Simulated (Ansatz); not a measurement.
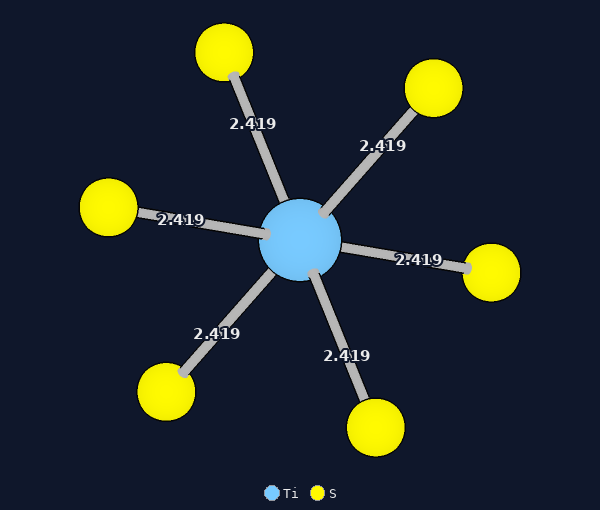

The surroundings of site Ti1 (at 0.000, 0.000, 0.000) in TiS$_{2}$ (P-3m1, No. 164), with bond lengths in Å.

Source of the atomic positions: a calculation's input that goes back to an entry of the Crystallography Open Database (an earlier step may have relaxed or displaced it).

```yaml
crystal:
  lattice:
    - [3.41083, 0.00000, 0.00000]
    - [-1.70542, 2.95387, 0.00000]
    - [0.00000, 0.00000, 5.74157]
  atoms:
    - { symbol: Ti, position: [0.00000, 0.00000, 0.00000] }
    - { symbol: S, position: [0.66667, 0.33333, 0.24478] }
    - { symbol: S, position: [0.33333, 0.66667, 0.75522] }
```

Bond valence s = exp((R0 − d)/b), R0 fitted to published crystal structures with b = 0.37 Å, summed over all anions within 5 Å; R0 in Å: Ti3+–S 2.187; Ti4+–S 2.273.

Question: Which oxidation state of Ti do these bonds support?

Answer: With the Ti3+ parameters the computed sum is 6 × 0.534 = 3.21. With the Ti4+ parameters the computed sum is 6 × 0.674 = 4.04. The sum matches its own assumption best for Ti4+, which also balances the formula's charge.

Question: And over the whole structure?

Answer:
```
site              x, y, z  formal valence  bond-valence sum  difference
 Ti1  0.000, 0.000, 0.000              +4              4.08        0.08
  S1  0.667, 0.333, 0.245              −2              2.04        0.04
```

These sums include all anions within 5 Å. The global instability index (root mean square of the differences over all atoms) is 0.06 v.u.: little strain. The cell was not relaxed for this table, and a volume that is off by a few per cent shifts all sums together.
